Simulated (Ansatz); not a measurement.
# Nb$_{16}$H: nudged elastic band (part 2 of 2)

Continued. System: Nb$_{16}$H (defect cell, 17 atoms in the cell). Method: DFT PBEsol, scalar-relativistic, plane waves, PAW, no spin polarisation (Ansatz 0.2.0); cutoff 420 eV, 3×3×3 k-mesh, Gaussian smearing of 0.1 eV. It belongs to a series of runs on one base structure; here: band between the two ends.

Geometry of the input (Å; fractional positions):
```
6.6000  0.0000  0.0000
0.0000  6.6000  0.0000
0.0000  0.0000  6.6000
Nb -0.0003  0.0015  0.0002
Nb 0.4998  0.0015  0.0002
Nb -0.0004  0.5022  0.0002
Nb 0.0062  -0.0059  0.5002
Nb 0.2497  0.2480  0.2503
Nb 0.4999  0.5022  0.0002
Nb 0.4933  -0.0059  0.5002
Nb 0.7497  0.2554  0.2438
Nb 0.0007  0.4997  0.5002
Nb 0.2497  0.7474  0.2505
Nb 0.2497  0.2480  0.7501
Nb 0.4988  0.4997  0.5002
Nb 0.7497  0.7498  0.2492
Nb 0.7497  0.2555  0.7567
Nb 0.2497  0.7474  0.7500
Nb 0.7497  0.7498  0.7512
H  0.7497  0.1247  0.5003
```

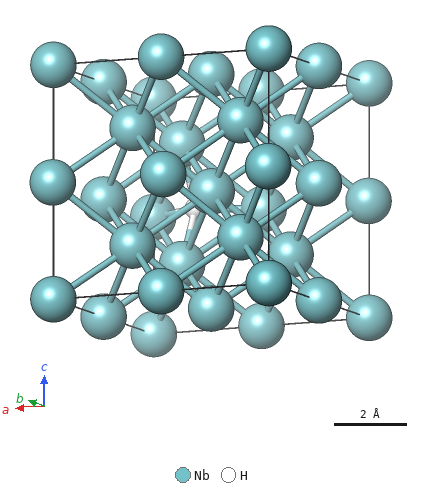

The starting structure (ball-and-stick view of the cell of the calculation, seen at an oblique angle).

Output, continued
```
  k-point 1: bands = ["-36.4414", "-36.3586", "-36.2800", "-36.2674", "-36.2541", "-36.2315", "-36.2299", "-36.2156", "-36.2120", "-36.2051", "-36.2014", "-36.1968", "-36.1718", "-36.1643", "-36.1195", "-36.0505", "-13.1624", "-13.0854", "-13.0761", "-13.0733", "-13.0671", "-13.0640", "-12.8901", "-12.8365", "-12.8094", "-12.7966", "-12.7846", "-12.7836", "-12.7497", "-12.7135", "-12.6817", "-12.6764", "-12.5153", "-12.5128", "-12.4490", "-12.4192", "-12.3316", "-12.3051", "-12.2855", "-12.2802", "-12.2646", "-12.2492", "-12.2462", "-12.2386", "-12.2296", "-12.2226", "-12.2101", "-12.1788", "-12.1328", "-12.0853", "-12.0640", "-12.0579", "-12.0573", "-12.0248", "-12.0204", "-11.9215", "-11.8989", "-11.8854", "-11.8757", "-11.8666", "-11.8614", "-11.8608", "-11.8440", "-11.8421", "10.7624", "12.6958", "13.8854", "14.2797", "14.3076", "14.3242", "14.3326", "14.4272", "14.5058", "14.5631", "14.6834", "15.0269", "15.0353", "15.0371", "15.1828", "15.3382", "15.7419", "15.8550", "15.9177", "16.0485", "16.1013", "16.1555", "16.3893", "16.4313", "16.4671", "16.5018", "16.6815", "16.8044", "16.8381", "16.8659", "17.3658", "17.5113", "17.5679", "17.5819", "17.6211", "17.7181", "17.9853", "18.0264", "18.0932", "18.1368", "18.2165", "18.3752", "18.4007", "18.4401", "18.5078", "18.5142", "18.9235", "19.0561", "19.2094", "19.3512", "19.4599", "19.4807", "19.4970", "19.9140", "19.9362", "20.1423", "20.4783", "20.5561", "20.5716", "20.5861", "21.2036", "21.2364"]
  k-point 2: bands = ["-36.4414", "-36.3586", "-36.2799", "-36.2674", "-36.2541", "-36.2315", "-36.2299", "-36.2156", "-36.2120", "-36.2051", "-36.2014", "-36.1968", "-36.1718", "-36.1643", "-36.1195", "-36.0505", "-13.1624", "-13.0854", "-13.0761", "-13.0733", "-13.0671", "-13.0640", "-12.8901", "-12.8365", "-12.8094", "-12.7966", "-12.7846", "-12.7836", "-12.7497", "-12.7135", "-12.6817", "-12.6764", "-12.5153", "-12.5128", "-12.4490", "-12.4192", "-12.3316", "-12.3051", "-12.2855", "-12.2802", "-12.2646", "-12.2492", "-12.2462", "-12.2386", "-12.2296", "-12.2226", "-12.2101", "-12.1787", "-12.1328", "-12.0853", "-12.0640", "-12.0579", "-12.0573", "-12.0248", "-12.0204", "-11.9215", "-11.8989", "-11.8854", "-11.8757", "-11.8666", "-11.8614", "-11.8608", "-11.8440", "-11.8421", "10.7625", "12.6958", "13.8855", "14.2798", "14.3076", "14.3242", "14.3326", "14.4271", "14.5058", "14.5631", "14.6834", "15.0269", "15.0353", "15.0371", "15.1828", "15.3382", "15.7418", "15.8550", "15.9178", "16.0485", "16.1013", "16.1555", "16.3892", "16.4313", "16.4671", "16.5018", "16.6814", "16.8044", "16.8382", "16.8659", "17.3658", "17.5113", "17.5679", "17.5820", "17.6211", "17.7181", "17.9853", "18.0264", "18.0932", "18.1368", "18.2165", "18.3751", "18.4007", "18.4401", "18.5078", "18.5143", "18.9236", "19.0561", "19.2093", "19.3512", "19.4599", "19.4807", "19.4970", "19.9139", "19.9362", "20.1423", "20.4784", "20.5561", "20.5716", "20.5861", "21.2036", "21.2364"]
  k-point 13: bands = ["-36.3899", "-36.3351", "-36.3204", "-36.3145", "-36.2837", "-36.2684", "-36.2632", "-36.2265", "-36.2011", "-36.1799", "-36.1762", "-36.1625", "-36.1415", "-36.1308", "-36.1258", "-36.0805", "-13.0457", "-12.9943", "-12.9864", "-12.9288", "-12.9217", "-12.8946", "-12.8884", "-12.8800", "-12.8667", "-12.8563", "-12.7969", "-12.7873", "-12.7712", "-12.7662", "-12.6591", "-12.6289", "-12.6245", "-12.6062", "-12.5870", "-12.5824", "-12.5402", "-12.5253", "-12.5131", "-12.3479", "-12.3292", "-12.2015", "-12.1697", "-12.1454", "-12.1409", "-12.1357", "-12.1285", "-12.1175", "-12.1015", "-12.0675", "-12.0595", "-12.0517", "-11.9897", "-11.9856", "-11.9669", "-11.9591", "-11.9004", "-11.8862", "-11.8818", "-11.8758", "-11.8727", "-11.8630", "-11.8522", "-11.8378", "11.0573", "13.4955", "14.3477", "14.3608", "14.4965", "14.7314", "14.7528", "14.9388", "15.0804", "15.1659", "15.2151", "15.2294", "15.4181", "15.5484", "15.6458", "15.6892", "15.7373", "15.7964", "15.8234", "16.0084", "16.1878", "16.2285", "16.3363", "16.3546", "16.3694", "16.5174", "16.6077", "16.6337", "16.6842", "16.7707", "16.8561", "16.8800", "16.9350", "17.0370", "17.0848", "17.1068", "17.1364", "17.1901", "17.2311", "17.2560", "17.2941", "17.3571", "17.3901", "17.4186", "17.4669", "17.4773", "17.5590", "18.5241", "19.9217", "20.0554", "20.1409", "20.1888", "20.3446", "20.4125", "20.4464", "20.4509", "20.4779", "20.5129", "20.7659", "20.8071", "20.9090", "20.9453"]
this run last wrote the band of iteration 5 to [file]
--- NEB band (9 images, 5 band iterations, 228 SCF iterations) ---
  forward barrier  = 0.191300 eV
  backward barrier = 0.191294 eV
  lagrangian_above_aufbau_ev (what the smearing adds, to first order; not taken off the barriers): saddle image -0.030005 eV, end points -0.026999 and -0.027027 eV
  climbing image's point = of an order that was not read
  energies are F+E_penalty+E_count in eV, relative to image 0
  image     s (Å)  Δ vs image 0  max|band force component| (eV/Å)
      0    0.0000      0.000000                                 —
      1    0.1470      0.028168                          2.543e-2
      2    0.2941      0.096364                          3.731e-2
      3    0.4414      0.163673                          3.632e-2
  *   4    0.5888      0.191300                          3.607e-2
      5    0.7359      0.163592                          3.646e-2
      6    0.8829      0.096391                          3.717e-2
      7    1.0297      0.028287                          2.537e-2
      8    1.1764      0.000007                                 —
  climbing-image geometry (image 4):
  cell:  # Å, volume = 287.4960 Å³
    - [6.6, 0.0, 0.0]
    - [0.0, 6.6, 0.0]
    - [0.0, 0.0, 6.6]
  atoms:
    - { symbol: Nb, position: [-0.0001524157629115008, 0.001418345838272823, 0.0005201709849350709] }
    - { symbol: Nb, position: [0.4997164624245978, 0.001423075715477542, 0.0005089558132129741] }
    - { symbol: Nb, position: [-0.0018391714623293453, 0.5021845450194687, -0.0019810747673874767] }
    - { symbol: Nb, position: [0.012038997273829713, -0.0045580122416154925, 0.5047579321649301] }
    - { symbol: Nb, position: [0.24978549293026275, 0.25105499364886297, 0.24914492569040533] }
    - { symbol: Nb, position: [0.5013883446591445, 0.5021945621005092, -0.001991798129948949] }
    - { symbol: Nb, position: [0.48752930648644166, -0.004545091262249121, 0.5047440010216269] }
    - { symbol: Nb, position: [0.7497742752420593, 0.25898597443832394, 0.24121023813205097] }
    - { symbol: Nb, position: [-0.00015289899894352566, 0.49967534676756536, 0.49878224907263086] }
    - { symbol: Nb, position: [0.2497806017339472, 0.7501651952463477, 0.2525278389282397] }
    - { symbol: Nb, position: [0.24978171526899717, 0.24767344074207784, 0.7500397801792679] }
    - { symbol: Nb, position: [0.49971722274059677, 0.4996860840278999, 0.4987766168912604] }
    - { symbol: Nb, position: [0.7497826408866637, 0.7525885351990247, 0.25014152596544315] }
    - { symbol: Nb, position: [0.7497837611511449, 0.25005154102309657, 0.7476073433490098] }
    - { symbol: Nb, position: [0.24978040954061573, 0.7460268638575113, 0.7541691095063665] }
    - { symbol: Nb, position: [0.7497818497189744, 0.748028495712742, 0.7521690728830155] }
    - { symbol: H, position: [0.749787636166909, 0.05870709416668445, 0.4414324823149413] }
```

The last band as extended XYZ (Å, eV, eV/Å)
```
17
Lattice="6.6000 0.0000 0.0000 0.0000 6.6000 0.0000 0.0000 0.0000 6.6000" Properties=species:S:1:pos:R:3:forces:R:3 image=0 energy=-71943.66754
Nb   -0.0023    0.0101    0.0016    0.0044   0.0039   0.0002
Nb    3.2988    0.0101    0.0016   -0.0046   0.0038   0.0000
Nb   -0.0030    3.3145    0.0016    0.0031   0.0010   0.0002
Nb    0.0408   -0.0388    3.3016   -0.0005  -0.0072   0.0000
Nb    1.6482    1.6369    1.6522   -0.0001  -0.0035  -0.0052
Nb    3.2996    3.3144    0.0016   -0.0034   0.0011   0.0001
Nb    3.2555   -0.0389    3.3016    0.0003  -0.0072   0.0002
Nb    4.9482    1.6859    1.6090   -0.0001   0.0063   0.0022
Nb    0.0047    3.2982    3.3016    0.0004  -0.0022  -0.0001
Nb    1.6482    4.9327    1.6530    0.0001  -0.0018  -0.0055
Nb    1.6482    1.6370    4.9510    0.0000  -0.0034   0.0055
Nb    3.2918    3.2982    3.3016   -0.0008  -0.0021  -0.0001
Nb    4.9482    4.9488    1.6450   -0.0002   0.0029   0.0008
Nb    4.9483    1.6860    4.9944   -0.0002   0.0059  -0.0027
Nb    1.6482    4.9327    4.9501    0.0002  -0.0020   0.0057
Nb    4.9482    4.9488    4.9582   -0.0002   0.0029  -0.0007
H     4.9479    0.8233    3.3018    0.0016   0.0015  -0.0006
17
Lattice="6.6000 0.0000 0.0000 0.0000 6.6000 0.0000 0.0000 0.0000 6.6000" Properties=species:S:1:pos:R:3:forces:R:3 image=1 energy=-71943.63937
Nb   -0.0027    0.0148    0.0024   -0.0002  -0.0098  -0.0143
Nb    3.2993    0.0148    0.0023    0.0003  -0.0097  -0.0141
Nb   -0.0073    3.3176   -0.0030    0.0042  -0.0131  -0.0109
Nb    0.0591   -0.0420    3.3067   -0.0283  -0.0316  -0.0356
Nb    1.6483    1.6474    1.6511   -0.0002  -0.0213  -0.0164
Nb    3.3039    3.3176   -0.0031   -0.0045  -0.0132  -0.0108
Nb    3.2375   -0.0420    3.3066    0.0285  -0.0314  -0.0355
Nb    4.9483    1.6914    1.6022    0.0003  -0.0291  -0.0025
Nb    0.0022    3.2980    3.2993    0.0143  -0.0135  -0.0109
Nb    1.6483    4.9402    1.6581   -0.0001  -0.0235  -0.0106
Nb    1.6483    1.6410    4.9533    0.0000  -0.0305  -0.0196
Nb    3.2944    3.2980    3.2993   -0.0143  -0.0141  -0.0110
Nb    4.9483    4.9515    1.6440   -0.0001  -0.0150  -0.0118
Nb    4.9483    1.6673    4.9572    0.0002   0.0138   0.0225
Nb    1.6483    4.9341    4.9633    0.0001  -0.0239  -0.0096
Nb    4.9483    4.9451    4.9603   -0.0002  -0.0058  -0.0294
H     4.9483    0.7053    3.2260    0.0001   0.2717   0.2204
17
Lattice="6.6000 0.0000 0.0000 0.0000 6.6000 0.0000 0.0000 0.0000 6.6000" Properties=species:S:1:pos:R:3:forces:R:3 image=2 energy=-71943.57118
Nb   -0.0026    0.0149    0.0035    0.0001  -0.0063  -0.0159
Nb    3.2994    0.0149    0.0034    0.0000  -0.0064  -0.0155
Nb   -0.0093    3.3183   -0.0066   -0.0026  -0.0178  -0.0202
Nb    0.0718   -0.0405    3.3144   -0.0238  -0.0489  -0.0484
Nb    1.6484    1.6539    1.6502   -0.0002  -0.0264  -0.0185
Nb    3.3061    3.3183   -0.0066    0.0023  -0.0180  -0.0199
Nb    3.2250   -0.0405    3.3144    0.0218  -0.0498  -0.0479
Nb    4.9484    1.6970    1.5957    0.0003  -0.0342  -0.0097
Nb    0.0007    3.2979    3.2974    0.0169  -0.0200  -0.0163
Nb    1.6484    4.9461    1.6624    0.0000  -0.0351  -0.0043
Nb    1.6484    1.6428    4.9544    0.0001  -0.0476  -0.0206
Nb    3.2961    3.2980    3.2974   -0.0168  -0.0206  -0.0163
Nb    4.9484    4.9543    1.6458   -0.0001  -0.0174  -0.0232
Nb    4.9484    1.6540    4.9373    0.0001   0.0068  -0.0020
Nb    1.6484    4.9337    4.9713    0.0003  -0.0358  -0.0048
Nb    4.9484    4.9408    4.9622   -0.0003   0.0059  -0.0436
H     4.9482    0.5966    3.1277    0.0019   0.3716   0.3269
17
Lattice="6.6000 0.0000 0.0000 0.0000 6.6000 0.0000 0.0000 0.0000 6.6000" Properties=species:S:1:pos:R:3:forces:R:3 image=3 energy=-71943.50387
Nb   -0.0020    0.0124    0.0041    0.0031   0.0019  -0.0042
Nb    3.2990    0.0124    0.0041   -0.0029   0.0016  -0.0037
Nb   -0.0106    3.3168   -0.0102    0.0026  -0.0083  -0.0142
Nb    0.0777   -0.0363    3.3233    0.0007  -0.0383  -0.0291
Nb    1.6485    1.6552    1.6486    0.0000  -0.0187  -0.0095
Nb    3.3075    3.3168   -0.0102   -0.0024  -0.0084  -0.0140
Nb    3.2194   -0.0363    3.3232   -0.0040  -0.0395  -0.0282
Nb    4.9485    1.7043    1.5928    0.0001  -0.0263  -0.0098
Nb   -0.0002    3.2976    3.2951    0.0120  -0.0176  -0.0147
Nb    1.6485    4.9483    1.6636    0.0002  -0.0310   0.0109
Nb    1.6485    1.6399    4.9530    0.0002  -0.0370   0.0022
Nb    3.2971    3.2977    3.2950   -0.0119  -0.0182  -0.0146
Nb    4.9485    4.9595    1.6489   -0.0002  -0.0079  -0.0240
Nb    4.9485    1.6505    4.9346   -0.0001  -0.0064  -0.0349
Nb    1.6484    4.9297    4.9743    0.0005  -0.0229   0.0004
Nb    4.9485    4.9383    4.9638   -0.0003   0.0254  -0.0469
H     4.9484    0.4940    3.0187    0.0023   0.2517   0.2343
17
Lattice="6.6000 0.0000 0.0000 0.0000 6.6000 0.0000 0.0000 0.0000 6.6000" Properties=species:S:1:pos:R:3:forces:R:3 image=4 energy=-71943.47624
Nb   -0.0010    0.0094    0.0034    0.0063   0.0095   0.0131
Nb    3.2981    0.0094    0.0034   -0.0064   0.0095   0.0135
Nb   -0.0121    3.3144   -0.0131    0.0173   0.0048  -0.0051
Nb    0.0795   -0.0301    3.3314    0.0253  -0.0054   0.0056
Nb    1.6486    1.6570    1.6444   -0.0004  -0.0241   0.0242
Nb    3.3092    3.3145   -0.0131   -0.0167   0.0045  -0.0047
Nb    3.2177   -0.0300    3.3313   -0.0253  -0.0060   0.0062
Nb    4.9485    1.7093    1.5920    0.0004  -0.0186   0.0188
Nb   -0.0010    3.2979    3.2920    0.0063  -0.0130  -0.0095
Nb    1.6486    4.9511    1.6667    0.0000  -0.0360  -0.0028
Nb    1.6486    1.6346    4.9503   -0.0001   0.0028   0.0358
Nb    3.2981    3.2979    3.2919   -0.0064  -0.0134  -0.0096
Nb    4.9486    4.9671    1.6509   -0.0002   0.0050  -0.0032
Nb    4.9486    1.6503    4.9342   -0.0002   0.0037  -0.0046
Nb    1.6486    4.9238    4.9775    0.0001   0.0145  -0.0141
Nb    4.9486    4.9370    4.9643    0.0000   0.0352  -0.0353
H     4.9486    0.3875    2.9135    0.0000   0.0272  -0.0281
17
Lattice="6.6000 0.0000 0.0000 0.0000 6.6000 0.0000 0.0000 0.0000 6.6000" Properties=species:S:1:pos:R:3:forces:R:3 image=5 energy=-71943.50395
Nb    0.0000    0.0064    0.0036    0.0122   0.0146   0.0175
Nb    3.2973    0.0064    0.0035   -0.0120   0.0145   0.0181
Nb   -0.0105    3.3116   -0.0156    0.0029   0.0139   0.0081
Nb    0.0779   -0.0219    3.3375    0.0007   0.0294   0.0387
Nb    1.6487    1.6528    1.6460    0.0000   0.0096   0.0186
Nb    3.3077    3.3117   -0.0156   -0.0027   0.0137   0.0083
Nb    3.2196   -0.0218    3.3374   -0.0041   0.0285   0.0399
Nb    4.9486    1.7086    1.5969    0.0001   0.0103   0.0261
Nb   -0.0018    3.2973    3.2889    0.0030   0.0040  -0.0020
Nb    1.6486    4.9484    1.6613    0.0003  -0.0025   0.0369
Nb    1.6486    1.6378    4.9529    0.0002  -0.0110   0.0309
Nb    3.2991    3.2974    3.2888   -0.0028   0.0036  -0.0017
Nb    4.9486    4.9668    1.6507    0.0000   0.0354   0.0069
Nb    4.9487    1.6525    4.9417   -0.0002   0.0240   0.0080
Nb    1.6486    4.9271    4.9715    0.0004  -0.0001   0.0230
Nb    4.9487    4.9376    4.9628   -0.0003   0.0468  -0.0256
H     4.9486    0.2826    2.8070    0.0024  -0.2347  -0.2518
17
Lattice="6.6000 0.0000 0.0000 0.0000 6.6000 0.0000 0.0000 0.0000 6.6000" Properties=species:S:1:pos:R:3:forces:R:3 image=6 energy=-71943.57115
Nb    0.0010    0.0041    0.0031    0.0170   0.0162   0.0199
Nb    3.2965    0.0041    0.0030   -0.0169   0.0163   0.0205
Nb   -0.0090    3.3081   -0.0172   -0.0026   0.0200   0.0178
Nb    0.0721   -0.0129    3.3416   -0.0240   0.0485   0.0491
Nb    1.6488    1.6513    1.6471   -0.0002   0.0185   0.0264
Nb    3.3065    3.3082   -0.0172    0.0022   0.0198   0.0180
Nb    3.2254   -0.0129    3.3415    0.0218   0.0480   0.0501
Nb    4.9487    1.7058    1.6041    0.0003   0.0102   0.0340
Nb   -0.0023    3.2980    3.2862    0.0001   0.0159   0.0062
Nb    1.6487    4.9471    1.6582    0.0001   0.0204   0.0474
Nb    1.6487    1.6392    4.9550    0.0000   0.0043   0.0351
Nb    3.2997    3.2981    3.2862    0.0000   0.0155   0.0062
Nb    4.9487    4.9643    1.6470    0.0002   0.0019  -0.0065
Nb    4.9488    1.6558    4.9467   -0.0001   0.0230   0.0173
Nb    1.6487    4.9302    4.9673    0.0003   0.0051   0.0359
Nb    4.9488    4.9393    4.9603   -0.0003   0.0436  -0.0061
H     4.9486    0.1739    2.7045    0.0020  -0.3270  -0.3715
17
Lattice="6.6000 0.0000 0.0000 0.0000 6.6000 0.0000 0.0000 0.0000 6.6000" Properties=species:S:1:pos:R:3:forces:R:3 image=7 energy=-71943.63925
Nb    0.0027    0.0023    0.0029    0.0144   0.0109   0.0135
Nb    3.2949    0.0023    0.0029   -0.0143   0.0110   0.0141
Nb   -0.0068    3.3047   -0.0166    0.0043   0.0109   0.0131
Nb    0.0596   -0.0050    3.3429   -0.0284   0.0357   0.0317
Nb    1.6488    1.6505    1.6535   -0.0002   0.0165   0.0213
Nb    3.3045    3.3047   -0.0167   -0.0046   0.0107   0.0133
Nb    3.2380   -0.0050    3.3429    0.0284   0.0356   0.0317
Nb    4.9488    1.6995    1.6095    0.0003   0.0026   0.0291
Nb   -0.0021    3.2992    3.2861   -0.0002   0.0144   0.0097
Nb    1.6488    4.9483    1.6599    0.0000   0.0195   0.0304
Nb    1.6488    1.6435    4.9608   -0.0001   0.0106   0.0236
Nb    3.2998    3.2993    3.2861    0.0002   0.0141   0.0096
Nb    4.9488    4.9445    1.6336    0.0002  -0.0224  -0.0137
Nb    4.9488    1.6576    4.9494   -0.0001   0.0117   0.0149
Nb    1.6488    4.9383    4.9668    0.0001   0.0097   0.0240
Nb    4.9489    4.9413    4.9558   -0.0002   0.0295   0.0057
H     4.9488    0.0759    2.5959    0.0001  -0.2209  -0.2721
17
Lattice="6.6000 0.0000 0.0000 0.0000 6.6000 0.0000 0.0000 0.0000 6.6000" Properties=species:S:1:pos:R:3:forces:R:3 image=8 energy=-71943.66753
Nb    0.0054    0.0001    0.0026    0.0002   0.0000   0.0017
Nb    3.2925    0.0001    0.0026   -0.0005   0.0000   0.0017
Nb   -0.0024    3.3001   -0.0136    0.0035   0.0000  -0.0020
Nb    0.0418    0.0001    3.3395   -0.0043   0.0000   0.0086
Nb    1.6489    1.6496    1.6638    0.0000   0.0041   0.0035
Nb    3.3003    3.3001   -0.0135   -0.0036   0.0000  -0.0022
Nb    3.2559    0.0001    3.3395    0.0041   0.0000   0.0086
Nb    4.9489    1.6929    1.6151   -0.0001  -0.0042  -0.0082
Nb   -0.0016    3.3001    3.2907    0.0039   0.0000  -0.0031
Nb    1.6489    4.9506    1.6638    0.0000  -0.0041   0.0035
Nb    1.6489    1.6488    4.9681    0.0000   0.0036   0.0020
Nb    3.2994    3.3001    3.2907   -0.0041   0.0000  -0.0029
Nb    4.9489    4.9073    1.6151   -0.0001   0.0042  -0.0082
Nb    4.9489    1.6566    4.9519    0.0000   0.0002  -0.0015
Nb    1.6489    4.9514    4.9681    0.0000  -0.0035   0.0019
Nb    4.9489    4.9437    4.9519    0.0000  -0.0002  -0.0015
H     4.9487    0.0001    2.4779    0.0011   0.0000  -0.0019
```

Results in brief

```json
{"quantity": "outcome", "value": "converged"}
{"quantity": "barrier, forward", "value": "0.191 eV"}
{"quantity": "barrier, backward", "value": "0.191 eV"}
{"quantity": "electrons treated", "value": "209"}
{"quantity": "hardware", "value": "4 threads of Arm Neoverse V1, 24 GiB of memory available, shared host"}
{"quantity": "wall time", "value": "11 min (CPU time 37 min)"}
{"quantity": "peak memory", "value": "3 GiB"}
```

Notes

The order of the saddle point was not checked.
